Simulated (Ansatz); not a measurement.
# Run report: Al, geometry relaxation (part 2 of 2)

The same run, continued: Al (slab, 12 atoms in the cell); DFT PBEsol, scalar-relativistic, plane waves, PAW, no spin polarisation (Ansatz 0.2.0); cutoff 420 eV, 12×5×1 k-mesh, Gaussian smearing of 0.1 eV. The structure derives from an entry of the Crystallography Open Database. The input holds or restrains some coordinates. Forces given for the steps count only the free coordinates. It belongs to a series of runs on one base structure; here: lower part held, upper part relaxed from the bulk's places.

Geometry of the input (Å; fractional positions):
```
2.8394  0.0000  0.0000
0.0000  8.0311  0.0000
0.0000  0.0000  22.0986
Al 0.5000  0.2500  0.3394
Al 0.5000  0.7500  0.3394
Al 0.0000  0.5000  0.4036
Al 0.0000  0.0000  0.4036
Al 0.5000  0.7500  0.4679
Al 0.5000  0.2500  0.4679
Al 0.0000  0.0000  0.5321
Al 0.0000  0.5000  0.5321
Al 0.5000  0.2500  0.5964
Al 0.5000  0.7500  0.5964
Al 0.0000  0.5000  0.6606
Al 0.0000  0.0000  0.6606
```

```
WARN: The output density's exchange-correlation potential varies sharply where the density is thin. Do not read a vacuum level from v_tot or v_xc, or from such a field of the output density. On a cell that repeats whose density bears no net charge and no dipole along the vacuum's axis use v_es (v_loc + v_h of the components); under efield.dipole_correction with no amplitude use v_es + v_field, which holds any external_charges[].barrier, or the levels of the report's work_function block, which leave it out; under a non-zero efield.amplitude the vacuum is tilted and has no level; on a cell that repeats and bears such a dipole with no correction it is tilted too, and efield.dipole_correction with no amplitude gives each side of its ramp a level where efield: is served; in a cell that repeats whose density bears a net charge (total_charge, or a fill off its count) it is curved and has none; of a slab under crystal.periodic whose density bears no net charge use v_es, which has a level on each side, short of where the two are joined; of another it falls or rises all the way out and has none; of a slab beside external_charges read slab_vacuum_level instead, which it has where they leave it neutral. The grid or the basis barely resolves most such structure, and the values can differ between equally converged runs; as a rule a tighter scf.convergence.dr2_threshold does not remove it. Where the density itself ripples (under the LDA too) a higher basis.ecutwfc lessens it. The files hold the spikes' plane waves up to the density's cutoff. Files: v_tot_of_output_density and the like, and their columns of v_z.tsv (output.write_potential); v_xc_of_output_density and the like, and their columns of v_comp_z.tsv (output.write_potential_components). Measured: with its Gaussian average of σ = 0.25 Å subtracted twice, the exchange-correlation potential is over 0.1 eV at 14 of the grid points where the equally averaged density (valence and model cores) is under 1e-3 e/Å³, and 0.172 eV at the most among them, at an averaged density of 2.9e-8 e/Å³. The input density's (outcome.potential() and, of a run that writes arrays, v_tot and v_xc) is over 0.1 eV, so measured, at 6 points of its own thin density, 0.116 eV at the most. See output.write_potential in the manual, Limitations
SCF converged after 5 iterations
Free energy (F): -6291.193910 eV
Harris-Foulkes:  -6291.193910 eV  (|F-HF|=3.40e-8)
Internal energy: -6291.170114 eV  (E = F + TS)
E sigma→0 (E₀):  -6291.182012 eV
Entropy (-TS):   -0.023796 eV (-1.983 meV/atom)
Fermi energy:    0.770476 eV
Dipole field:    D = 0.000304 V/Å  (p = 0.000847 e·Å, saw-weighted, corrected)
Work function:   Φ+ = 3.9654 eV   Φ− = 3.9722 eV
Levels:          The Fermi level and band energies are counted from a zero that moves with the ramp; work functions are not
--- Per-component energies (eV) ---
  E_band       = -124.861178
  E_kinetic    = 263.173548
  E_local      = -6957.862445  (includes V_loc(G=0)·N_el)
  E_nonlocal   = 126.595084
  E_hartree    = 3413.371883
  E_xc         = -465.505674
  E_vxc        = -340.203826  (∫ρ·V_xc dr)
  E_paw        = -5456.349179  (= ΣΔE_a)
  E_vpaw       = -43.297132  (= ΣTr[D̂ρ^β])
  E_aug_tail   = -0.000029  (compensation charges beyond the density's cutoff)
  E_efield     = 0.000000  (sawtooth field / dipole correction)
  E_vefield    = 0.000041  (∫n·V_field dr)
  E_ewald      = 2785.177029
  E_core_change = 0.229668  (= ΣΔE_core)
  E_smearing   = -0.023796  (= −TS)
  E_closure    = 0.000000  (closes the sum)
  Σ components = -6291.193910   (vs F -6291.193910, Δ=0.00e0)
--- Forces (eV/Å), atoms counted from 1 ---
  atom   1  Al     0.00000000     0.00000000     0.22331575
  atom   2  Al    -0.00000000     0.00000000     0.22331575
  atom   3  Al     0.00000000    -0.00000000    -0.22266082
  atom   4  Al     0.00000000    -0.00000000    -0.22266082
  atom   5  Al     0.00000000     0.00000000    -0.00374395
  atom   6  Al     0.00000000     0.00000000    -0.00374395
  atom   7  Al     0.00000000     0.00000000     0.01889798
  atom   8  Al     0.00000000     0.00000000     0.01889798
  atom   9  Al     0.00000000     0.00000000    -0.00752367
  atom  10  Al    -0.00000000     0.00000000    -0.00752367
  atom  11  Al    -0.00000000    -0.00000000    -0.00829376
  atom  12  Al     0.00000000     0.00000000    -0.00829376
  max |Σ_I F_I| component: 1.70e-5 eV/Å
--- Band table (eV; the first three rows and the last of 21) ---
  k-point 0: bands = ["-10.1279", "-8.8522", "-7.8974", "-7.8403", "-6.8848", "-6.6494", "-6.6030", "-4.6748", "-4.6207", "-4.4071", "-2.2573", "-2.2187", "-1.9215", "-1.8703", "-0.6898", "-0.4515", "0.4490", "0.4641", "0.4943", "0.8590", "1.1702", "2.9868", "3.0613", "3.1673", "3.1753", "3.7332", "4.6102", "4.6436", "5.4090", "5.4124"]
  k-point 1: bands = ["-10.0366", "-8.7622", "-8.6755", "-7.4375", "-6.8588", "-6.7978", "-5.8373", "-5.2340", "-4.3329", "-3.8246", "-2.9504", "-2.8242", "-1.9477", "-1.6220", "-1.5780", "0.0053", "0.0677", "0.7841", "0.8061", "1.0180", "2.0313", "2.6975", "2.7797", "3.2099", "3.7515", "4.0522", "4.7026", "4.8075", "4.8872", "5.5455"]
  k-point 2: bands = ["-9.7630", "-9.3085", "-8.4926", "-8.0462", "-6.5391", "-6.1240", "-5.7252", "-4.4719", "-4.4198", "-4.0020", "-3.7035", "-3.1568", "-2.4107", "-1.6170", "-1.3999", "-1.2321", "0.4217", "0.9079", "1.1198", "1.4652", "2.6967", "3.1623", "3.3243", "3.6944", "3.9706", "4.1690", "4.7889", "4.9797", "5.0785", "5.2183"]
  k-point 20: bands = ["-5.2936", "-5.2654", "-4.8539", "-4.8269", "-4.0686", "-4.0392", "-3.6382", "-3.6106", "-2.1571", "-2.1347", "-1.7751", "-1.7565", "-1.3569", "-1.3236", "-0.1217", "-0.1048", "-0.1024", "-0.0456", "0.4596", "0.4605", "0.7917", "0.8095", "1.1276", "1.1810", "1.9104", "1.9381", "2.7615", "2.7925", "2.9619", "2.9752"]
--- Relaxed structure (3 steps of the walk, 3 accepted, 0 SCFs on fresh bases) ---
  F+E_penalty+E_count = -6291.19390987 eV   max|allowed force component| = 1.890e-2 eV/Å
  atoms:
    - { symbol: Al, position: [0.5, 0.25, 0.3393885145] }
    - { symbol: Al, position: [0.5, 0.75, 0.3393885145] }
    - { symbol: Al, position: [0.0, 0.5, 0.40363310869999997] }
    - { symbol: Al, position: [0.0, 0.0, 0.40363310869999997] }
    - { symbol: Al, position: [0.5, 0.75, 0.468831308521122] }
    - { symbol: Al, position: [0.5, 0.25, 0.468831308521122] }
    - { symbol: Al, position: [8.478514946222817e-36, -2.997607706392906e-36, 0.5310909615449605] }
    - { symbol: Al, position: [4.2392574731114086e-36, 0.5, 0.5310909615449605] }
    - { symbol: Al, position: [0.5, 0.25, 0.5983163158152796] }
    - { symbol: Al, position: [0.5, 0.75, 0.5983163158152796] }
    - { symbol: Al, position: [-4.2392574731114086e-36, 0.5, 0.6577209251442662] }
    - { symbol: Al, position: [-3.1794431048335565e-36, -9.292583889818009e-35, 0.6577209251442662] }
```

## Trajectory as extended XYZ (Å, eV, eV/Å), 3 frames, from step=1 to step=3
```
12
Lattice="2.8394 0.0000 0.0000 0.0000 8.0311 0.0000 0.0000 0.0000 22.0986" Properties=species:S:1:pos:R:3:forces:R:3 step=1 energy=-6291.16975
Al    1.4197    2.0078    7.5000    0.0000   0.0000   0.1925
Al    1.4197    6.0233    7.5000    0.0000   0.0000   0.1925
Al    0.0000    4.0156    8.9197    0.0000   0.0000  -0.2011
Al    0.0000    0.0000    8.9197    0.0000   0.0000  -0.2011
Al    1.4197    6.0233   10.3394    0.0000   0.0000   0.0709
Al    1.4197    2.0078   10.3394    0.0000   0.0000   0.0709
Al    0.0000    0.0000   11.7591    0.0000   0.0000  -0.0708
Al    0.0000    4.0156   11.7591    0.0000   0.0000  -0.0708
Al    1.4197    2.0078   13.1789    0.0000   0.0000   0.2011
Al    1.4197    6.0233   13.1789    0.0000   0.0000   0.2011
Al    0.0000    4.0156   14.5986    0.0000   0.0000  -0.1925
Al    0.0000    0.0000   14.5986    0.0000   0.0000  -0.1925
12
Lattice="2.8394 0.0000 0.0000 0.0000 8.0311 0.0000 0.0000 0.0000 22.0986" Properties=species:S:1:pos:R:3:forces:R:3 step=2 energy=-6291.19315
Al    1.4197    2.0078    7.5000    0.0000   0.0000   0.2103
Al    1.4197    6.0233    7.5000    0.0000   0.0000   0.2103
Al    0.0000    4.0156    8.9197    0.0000   0.0000  -0.2227
Al    0.0000    0.0000    8.9197    0.0000   0.0000  -0.2227
Al    1.4197    6.0233   10.3538    0.0000   0.0000   0.0129
Al    1.4197    2.0078   10.3538    0.0000   0.0000   0.0129
Al    0.0000    0.0000   11.7392    0.0000   0.0000  -0.0453
Al    0.0000    4.0156   11.7392    0.0000   0.0000  -0.0453
Al    1.4197    2.0078   13.2029    0.0000   0.0000   0.0429
Al    1.4197    6.0233   13.2029    0.0000   0.0000   0.0429
Al    0.0000    4.0156   14.5271    0.0000   0.0000   0.0019
Al    0.0000    0.0000   14.5271    0.0000   0.0000   0.0019
12
Lattice="2.8394 0.0000 0.0000 0.0000 8.0311 0.0000 0.0000 0.0000 22.0986" Properties=species:S:1:pos:R:3:forces:R:3 step=3 energy=-6291.19391
Al    1.4197    2.0078    7.5000    0.0000   0.0000   0.2233
Al    1.4197    6.0233    7.5000    0.0000   0.0000   0.2233
Al    0.0000    4.0156    8.9197    0.0000   0.0000  -0.2227
Al    0.0000    0.0000    8.9197    0.0000   0.0000  -0.2227
Al    1.4197    6.0233   10.3605    0.0000   0.0000  -0.0037
Al    1.4197    2.0078   10.3605    0.0000   0.0000  -0.0037
Al    0.0000    0.0000   11.7363    0.0000   0.0000   0.0189
Al    0.0000    4.0156   11.7363    0.0000   0.0000   0.0189
Al    1.4197    2.0078   13.2219    0.0000   0.0000  -0.0075
Al    1.4197    6.0233   13.2219    0.0000   0.0000  -0.0075
Al    0.0000    4.0156   14.5347    0.0000   0.0000  -0.0083
Al    0.0000    0.0000   14.5347    0.0000   0.0000  -0.0083
```

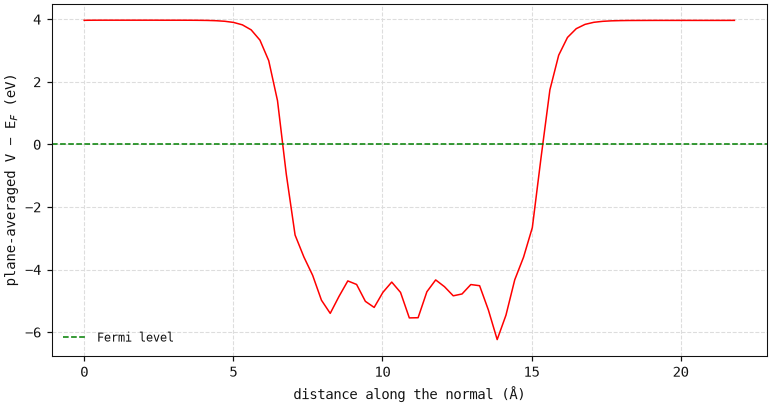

Fig. 1: Plane average of the electrostatic potential energy of an electron across the cell, from the Fermi level. The vacuum level lies 3.97 eV above the Fermi level.

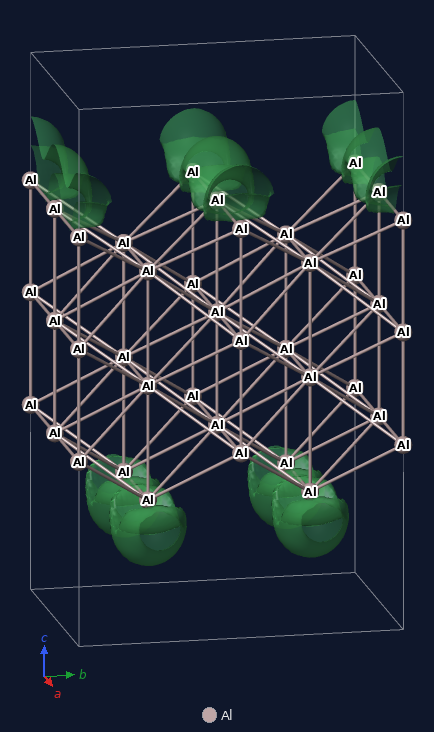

Fig. 2: Isosurface of the ELF at 0.75 (green), seen slightly off an axis. Core shells and regions of very low density are left out. Sticks mark near contacts. Along the contacts the grid gives the following. Al–Al (2.79 Å): the ELF peaks at about 0.70 between the atoms. Al–Al (2.84 Å): the ELF peaks at about 0.70 between the atoms. Core electrons are frozen (PAW), so the fields are smoothed inside the atomic spheres.

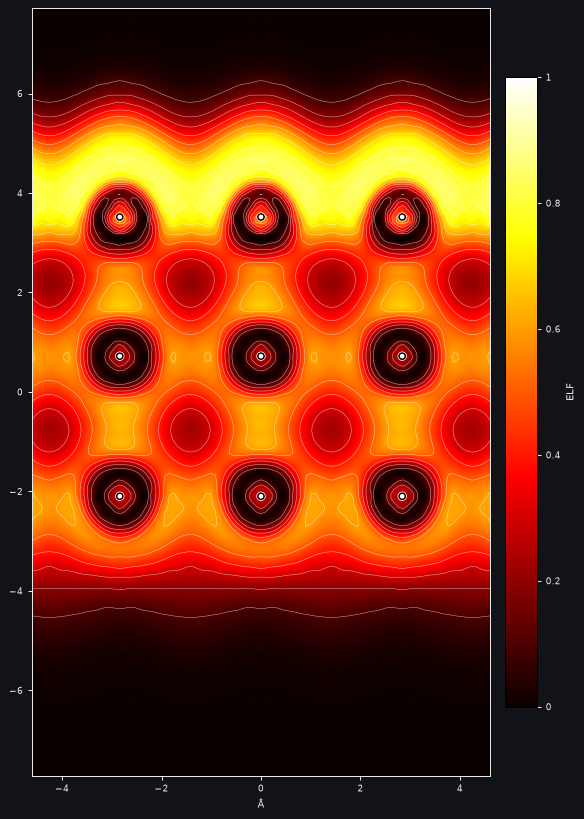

Fig. 3: Electron localisation function on the (010) plane of the calculation cell, a cut from vacuum to vacuum. Circles mark the nuclei in the plane (Al). The section cuts through Al sites. Al–Al (2.82 Å): the ELF is about 0.65 at the midpoint (metallic bonding.

## Results in brief

- outcome: converged under the restraints of the input
- electrons treated: 36
- free energy: −6291.1939 eV
- work function, top face: 3.97 eV
- work function, bottom face: 3.97 eV
- Fermi energy: 0.770 eV
- gap on the k-point mesh: none (metallic)
- final volume: 503.93 Å³
- work function (upper face): 3.97 eV
- largest force (length of the vector) at the end, held atoms and coordinates included: 0.223 eV/Å
- hardware: 2 threads of Intel Xeon @ 2.90GHz (Ice Lake), 192 GiB of memory available, shared host
- wall time: 52 s (CPU time 1.7 min)
- peak memory: 0.76 GiB

## Notes

The program warns: the exchange-correlation potential is rough where the density is thin.
